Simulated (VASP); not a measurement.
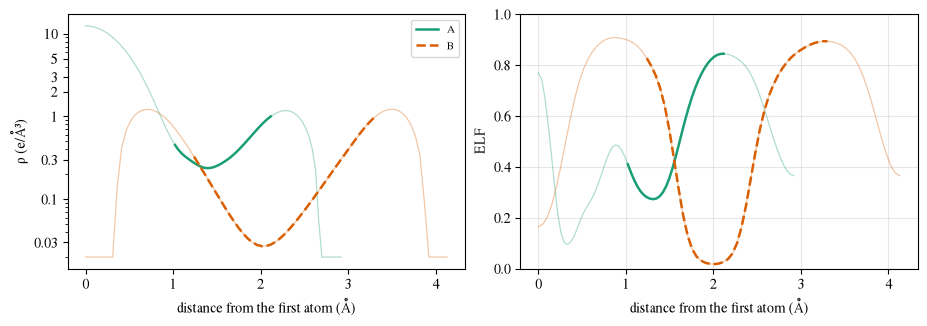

*CsSnBr3. Valence charge density (pseudo) and electron localisation function along straight lines between neighbouring atoms. Thin, pale parts lie inside the atomic spheres.*

Space group Pm-3m; a structure from a database of computed crystals, not necessarily the ambient phase.

Theory: Kohn-Sham DFT of a periodic cell, PBE, VASP PAW PBE potentials, recommended in VASP.

Core electrons are frozen (PAW), and the valence fields are smoothed inside the atomic spheres.

```
CELL_PARAMETERS angstrom
5.83901 0.00000 0.00000
0.00000 5.83901 0.00000
0.00000 0.00000 5.83901
ATOMIC_POSITIONS crystal
Cs 0.00000 0.00000 0.00000
Sn 0.50000 0.50000 0.50000
Br 0.50000 0.00000 0.50000
Br 0.50000 0.50000 0.00000
Br 0.00000 0.50000 0.50000
```

Which curve belongs to which contact (Cs–Br and Sn–Br)? The first atom named is at distance zero.

Curve A: Sn–Br (2.92 Å): ρ at the midpoint is about 0.24 e/Å³; the ELF is about 0.30 at the midpoint. Curve B: Cs–Br (4.13 Å): the density is about 0.03 e/Å³ at the midpoint; the ELF is about 0 at the midpoint (a largely ionic contact).
